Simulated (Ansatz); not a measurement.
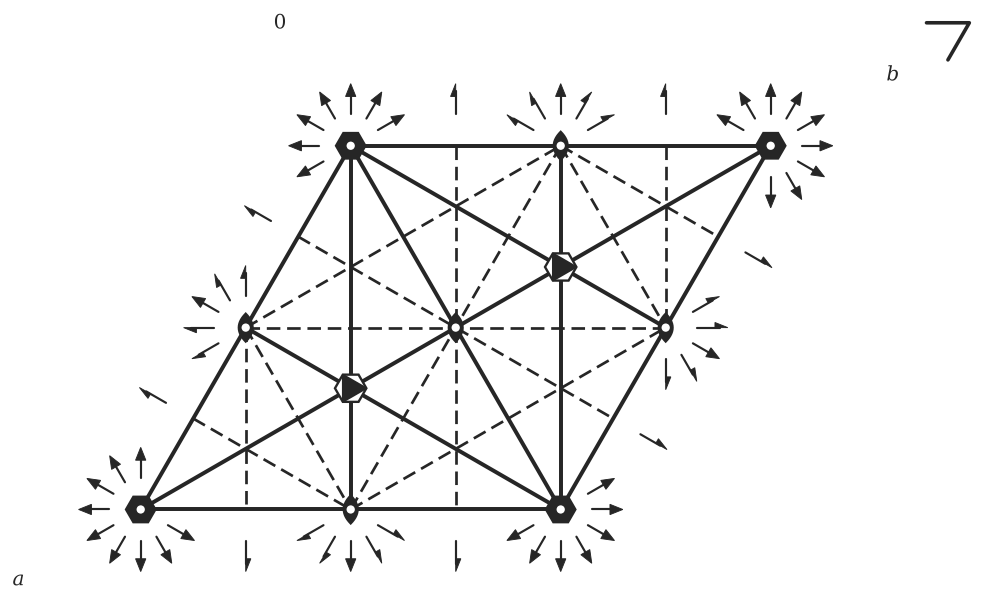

Symmetry elements of a space group, projected down c, computed from the operations of a computed or model structure of composition GaN, which need not be its known form.

Graphical symbols as in the International Tables (origin upper left, heights as fractions; handed screw axes are marked by their printed symbols).

Give the Hermann–Mauguin symbol and number.

Answer. P6/mmm (No. 191); primitive hexagonal, point group 6/mmm, 24 general positions a cell.

List the elements shown.

Answer. −6 axes along c at (1/3, 2/3), (2/3, 1/3); 6 axes along c at (0, 0); 2 axes along c at (0, 1/2), (1/2, 0), (1/2, 1/2); inversion centres at (0, 0), (0, 1/2), (1/2, 0), (1/2, 1/2); mirror planes holding c and [1 1 0] or [1 2 0] or [2 1 0] or [−1 1 0]; in-plane glide planes holding c and [1 1 0] or [1 2 0] or [2 1 0] or [−1 1 0]; mirror planes normal to a*, at x = 0; b glide planes normal to a*, at x = 1/2; mirror planes normal to b*, at y = 0; a glide planes normal to b*, at y = 1/2; a mirror plane normal to c at height 0; 2 axes along [1 1 0] at height 0; 2 axes along [1 2 0] at height 0; 2 axes along [2 1 0] at height 0; 2 axes along [−1 1 0] at height 0; 2 axes along a at height 0; 2 axes along b at height 0; 2₁ axes along [1 1 0] at height 0; 2₁ axes along [1 2 0] at height 0; 2₁ axes along [2 1 0] at height 0; 2₁ axes along [−1 1 0] at height 0; 2₁ axes along a at height 0; 2₁ axes along b at height 0. Heights repeat every half period; positions are (a, b) fractions, modulo 1.

Write the general positions (in any order).

Answer. x, y, z; −x, −y, −z; x−y, x, z; −x+y, −x, −z; −y, x−y, z; y, −x+y, −z; −x, −y, z; x, y, −z; −x+y, −x, z; x−y, x, −z; y, −x+y, z; −y, x−y, −z; −y, −x, −z; y, x, z; −x, −x+y, −z; x, x−y, z; −x+y, y, −z; x−y, −y, z; y, x, −z; −y, −x, z; x, x−y, −z; −x, −x+y, z; x−y, −y, −z; −x+y, y, z
